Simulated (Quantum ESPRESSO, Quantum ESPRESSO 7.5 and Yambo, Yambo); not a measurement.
## How the form of the self-energy moves the gap of CdS (Hawleyite)

Wanted: the gap of CdS (Hawleyite) under several approximations, with cost.

Calculated with Quantum ESPRESSO 7.5 and Yambo 5.3.0; PBE and many-body steps on it, plane waves.

**The experiments to reproduce.**

- Gap 2.42 eV: optical gap from inflexion point of photoacoustic spectrum, as-grown film; photoacoustic spectroscopy; film (as-grown chemical bath deposited film, about 0.25 um thick, deposited at 80 C) (“Study of the band--gap shift in CdS films: Influence of thermal annealing in different atmospheres”, 1995, arxiv:cond-mat/9501125).

Most raw output is cut from this account.

## Step 1: The starting structure

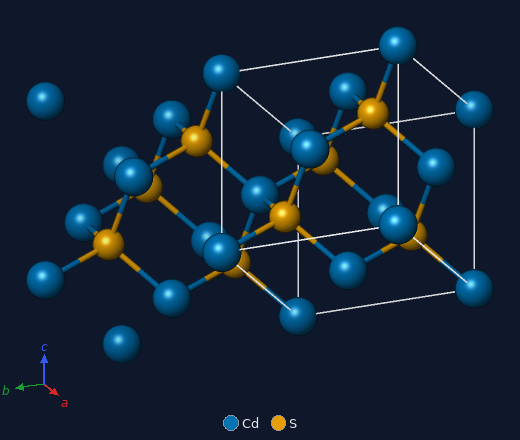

Start, viewed from a free direction; cadmium blue, sulfur orange. 1×2×1 cells are drawn. This picture shows the conventional cell, with its axes. Bonds to atoms that aren't drawn are left out. Some periodic images of atoms are drawn too.

Coordinates:

```cif
data_structure
_symmetry_space_group_name_H-M 'P 1'
_symmetry_Int_Tables_number 1
_cell_length_a 4.1246
_cell_length_b 4.1246
_cell_length_c 4.1246
_cell_angle_alpha 60.000
_cell_angle_beta 60.000
_cell_angle_gamma 60.000
_cell_volume 49.62
loop_
_atom_site_label
_atom_site_type_symbol
_atom_site_fract_x
_atom_site_fract_y
_atom_site_fract_z
_atom_site_occupancy
Cd1 Cd 0.00000 0.00000 0.00000 1
S2 S 0.25000 0.25000 0.25000 1
```

The cell and positions come from the Crystallography Open Database and are kept as given unless a step says otherwise.

## Step 2: Empty states on the mesh, 4×4×4 mesh, 331 bands

This step: Quantum ESPRESSO 7.5; DFT, PBE, plane waves, norm-conserving pseudopotentials.

The sums over transitions need many empty states on a uniform mesh; this step solves for them.

The input, pw.in:

```
&control
  calculation = 'nscf'
  prefix = 'x'
  outdir = 'o'
  pseudo_dir = 'pseudo'
/
&system
  ibrav = 0
  nat = 2
  ntyp = 2
  ecutwfc = 94.0
  nbnd = 331
  force_symmorphic = .true.
/
&electrons
  conv_thr = 1e-9
  electron_maxstep = 80
  diago_full_acc = .true.
  diago_thr_init = 5e-6
/
ATOMIC_SPECIES
  Cd 112.41 Cd.upf
  S 32.06 S.upf
CELL_PARAMETERS angstrom
  -0.0000000000 2.9165000000 2.9165000000
  2.9165000000 -0.0000000000 2.9165000000
  2.9165000000 2.9165000000 -0.0000000000
ATOMIC_POSITIONS crystal
  Cd 0.0000000000 0.0000000000 0.0000000000
  S 0.2500000000 0.2500000000 0.2500000000
K_POINTS automatic
  4 4 4 0 0 0
```

Launch:

```sh
OMP_NUM_THREADS=1 mpirun -n 4 pw.x -nk 4 -in pw.in > pw.out
```

It took 50 s on 4 MPI ranks of Arm Neoverse V1, shared host; peak memory 0.81 GiB.

Numbers from this step:

```
gap                                                           : 1.145 eV
k of the valence top                                          : 0, 0, 0
k of the conduction bottom                                    : 0, 0, 0
least direct gap                                              : 1.145 eV
k points computed                                             : 8
lowest point of the top converged band, above the valence top : 189.0455 eV
```

On this mesh the gap is 1.145 eV.

The density comes from a self-consistent run that is not shown.

## Step 3: Conversion and set-up

This step: Yambo 5.3.0; conversion and set-up on PBE, plane waves, norm-conserving pseudopotentials.

The states are converted to the many-body program's format and the q mesh is built.

Launch:

```sh
(cd o/x.save; p2y > p2y.log; mv SAVE ../..); yambo > setup.log
```

Run time: 3 s. Hardware: 1 MPI rank; peak memory 0.25 GiB.

## Step 4: G0W0, Godby-Needs plasmon pole

Now the one-shot GW correction: screening in the RPA, then the self-energy of the levels asked for.

This step: G0W0 on PBE, plane waves, norm-conserving pseudopotentials.

The input, gw2.in:

```
HF_and_locXC
gw0
dyson
ppa
em1d
rim_cut
RandQpts= 1000000
RandGvec= 1 RL
EXXRLvcs= 94 Ry
VXCRLvcs= 376 Ry
Chimod= "HARTREE"
% BndsRnXp
 1 | 142 |
%
NGsBlkXp= 10.5 Ry
% LongDrXp
 1 | 1 | 1 |
%
% GbndRnge
 1 | 142 |
%
DysSolver= "n"
ExtendOut
PPAPntXp= 27.21138 eV
% QPkrange
 1 | 1 | 12 | 15 |
%
```

Launch:

```sh
OMP_NUM_THREADS=1 mpirun -n 4 yambo -F gw2.in -J gw2 -C gw2 > gw2.log
```

Run time: 76 s. Hardware: 4 MPI ranks; peak memory 1.8 GiB; 5 min of CPU time.

Numbers from this step:

```yaml
g0w0_gap_on_the_points_computed: 2.136 eV
starting_gap_on_the_mesh: 1.145 eV
k_of_the_valence_top: 0, 0, 0
k_of_the_conduction_bottom: 0, 0, 0
least_direct_g0w0_gap_on_the_computed_points: 2.136 eV
z_at_the_valence_top: 0.7869
z_at_the_conduction_bottom: 0.8161
```

The gap on the mesh goes from 1.14 eV to 2.14 eV, a correction of +0.99 eV.

## Step 5: One-shot COHSEX

This step: one-shot COHSEX on PBE, plane waves, norm-conserving pseudopotentials.

The input, gw4.in:

```
HF_and_locXC
gw0
dyson
cohsex
em1s
rim_cut
RandQpts= 1000000
RandGvec= 1 RL
EXXRLvcs= 94 Ry
VXCRLvcs= 376 Ry
Chimod= "HARTREE"
% BndsRnXs
 1 | 142 |
%
NGsBlkXs= 10.5 Ry
% LongDrXs
 1 | 1 | 1 |
%
% GbndRnge
 1 | 142 |
%
DysSolver= "n"
ExtendOut
% QPkrange
 1 | 1 | 12 | 15 |
%
```

Launch:

```sh
OMP_NUM_THREADS=1 mpirun -n 4 yambo -F gw4.in -J gw4 -C gw4 > gw4.log
```

It took 60 s on 4 MPI ranks; peak memory 1.8 GiB.

Numbers from this step:

```yaml
quasiparticle_gap_on_the_points_computed: 2.782 eV
starting_gap_on_the_mesh: 1.145 eV
k_of_the_valence_top: 0, 0, 0
k_of_the_conduction_bottom: 0, 0, 0
least_direct_quasiparticle_gap_on_the_computed_points: 2.782 eV
z_at_the_valence_top: 1
z_at_the_conduction_bottom: 1
```

Against G0W0 in Yambo (4×4×4 mesh, 142 bands, screening to 142.9 eV, Godby-Needs plasmon pole), the gap moves by +0.646 eV.

## Step 6: One-shot Hartree-Fock

This step: one-shot Hartree-Fock on PBE, plane waves, norm-conserving pseudopotentials.

The input, gw5.in:

```
HF_and_locXC
rim_cut
RandQpts= 1000000
RandGvec= 1 RL
EXXRLvcs= 94 Ry
VXCRLvcs= 376 Ry
% QPkrange
 1 | 1 | 12 | 15 |
%
```

Launch:

```sh
OMP_NUM_THREADS=1 mpirun -n 4 yambo -F gw5.in -J gw5 -C gw5 > gw5.log
```

Run time: 5.2 s. Hardware: 4 MPI ranks; peak memory 1.7 GiB; 21 s of CPU time.

This step gave:

```
quasiparticle gap on the mesh                         : 7.998 eV
starting gap on the mesh                              : 1.145 eV
k of the valence top                                  : 0, 0, 0
k of the conduction bottom                            : 0, 0, 0
least direct quasiparticle gap on the computed points : 7.998 eV
```

Against G0W0 in Yambo (4×4×4 mesh, 142 bands, screening to 142.9 eV, Godby-Needs plasmon pole), the gap moves by +5.862 eV.

## Step 7: The runs together

Times are wall times on 4 MPI ranks of Arm Neoverse V1, shared host, good to a factor of about two.

```tsv
run	mesh	bands	screening cutoff (eV)	DFT gap (eV)	gap on the mesh (eV)	direct (eV)	time
G0W0, Godby-Needs plasmon pole	4×4×4	142	142.9	1.145	2.136	2.136	76 s
one-shot COHSEX	4×4×4	142	142.9	1.145	2.782	2.782	60 s
one-shot Hartree-Fock	4×4×4	-	-	1.145	7.998	7.998	5.2 s
```

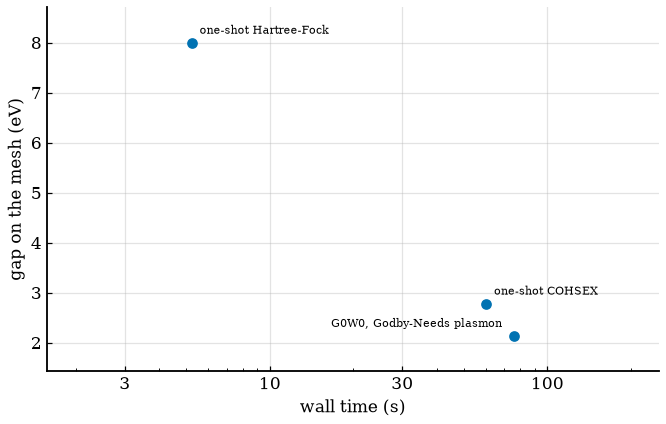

Result against wall time.

## Step 8: Outcome

```yaml
g0w0_godby_needs_plasmon_pole: 2.136 eV
one_shot_cohsex: 2.782 eV
one_shot_hartree_fock: 7.998 eV
known_limits: not at the basis limit; no spin-orbit coupling; coarse k mesh
```

In words: One-shot COHSEX: +0.646 eV against G0W0, Godby-Needs plasmon pole. One-shot Hartree-Fock: +5.862 eV against G0W0, Godby-Needs plasmon pole. Bare exchange alone opens the gap to 8.00 eV; against G0W0, correlation takes back 5.86 eV. Static COHSEX lies above G0W0: it lacks the factor Z and overstates the Coulomb hole of the filled states. Against experiment, by G0W0, Godby-Needs plasmon pole: the gap of 2.14 eV lies −0.28 eV from the measured 2.42 eV (optical, 1995). An exciton line or allowed optical edge lies below the quasiparticle gap by the binding energy; a forbidden edge can push the onset above it. These are gaps on the mesh, at modest bands and cutoff. The calculation has static nuclei and no excitons; a measured gap holds zero-point and thermal motion, which mostly lowers it. Bands and cutoff are finite, so the gap is not at the basis limit. The miss can reach some tenths of an eV and take either sign; the mesh is an error of its own. The 4×4×4 mesh is coarse for this cell, which bears on the long-range parts of exchange and screening. The many-body steps are scalar-relativistic: spin-orbit coupling is not in them.

[Paths, hosts, dates, memory and timing lines, banners, echoed tables and standing remarks are left out of the program output.]

[Logs are printed without paths, hosts, clocks, repeated set-up lines and the standing remarks that a program may print on its own settings, such as how far it seeks lower states.]

[Runs of the session that timed out or met a known fault of the program may be left out.]

[Hosts, paths, dates, database ids (printed as entryN), source tags and the programs' standing remarks are cut or masked in the printed files.]
